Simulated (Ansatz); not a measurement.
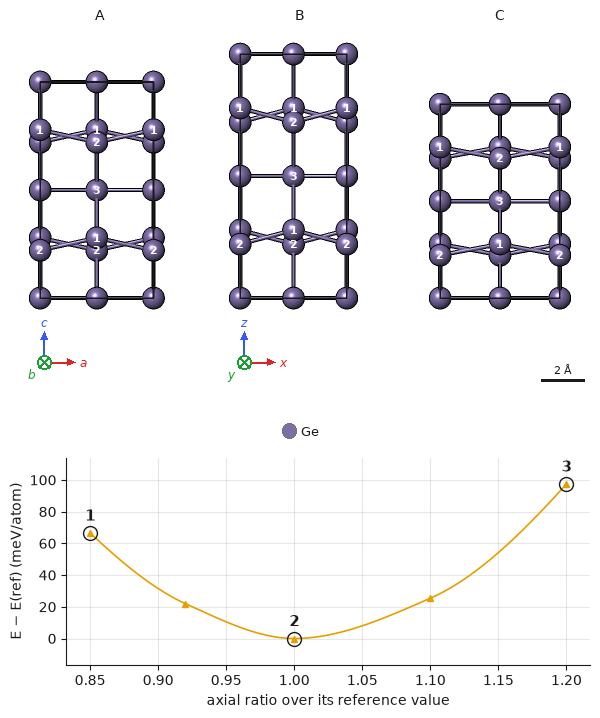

Energy scan for a crystal of Ge (Fmmm), in which the ratio of the cell's length along z to its lengths across, counted as 1 for the reference, is changed at fixed volume (a c/a path), with the atoms kept at their fractional coordinates. x, y and z are the Cartesian axes of the input. The frames are shuffled; the numbered points of the plot belong to them. A ball-and-stick model of the conventional cell (4 times the calculation's cell), seen along the b axis. Lengths and directions refer to the drawn axes.

Method: Ansatz 0.2.0, DFT PBE, scalar-relativistic, plane waves, PAW. (plane-wave cutoff 420 eV; k-point mesh 14 × 14 × 14; occupations gaussian; smearing width 0.15 eV; no spin polarisation). Energies (free energies at the smearing named) are counted from the relaxed crystal.

Which frame belongs to which numbered point?

Point 1 is frame C (the relative ratio 0.85, 66.5 meV/atom); 2 is frame A (the relative ratio 1.00, 0.0 meV/atom); 3 is frame B (the relative ratio 1.20, 97.4 meV/atom). The lowest computed point lies at the relative ratio 1.00 (0.0 meV/atom). The distortion keeps the space group Fmmm. At the relative ratio 1.20 the cell of the drawing goes a 5.299 → 4.986 Å, b 5.789 → 5.448 Å, c 10.100 → 11.406 Å.
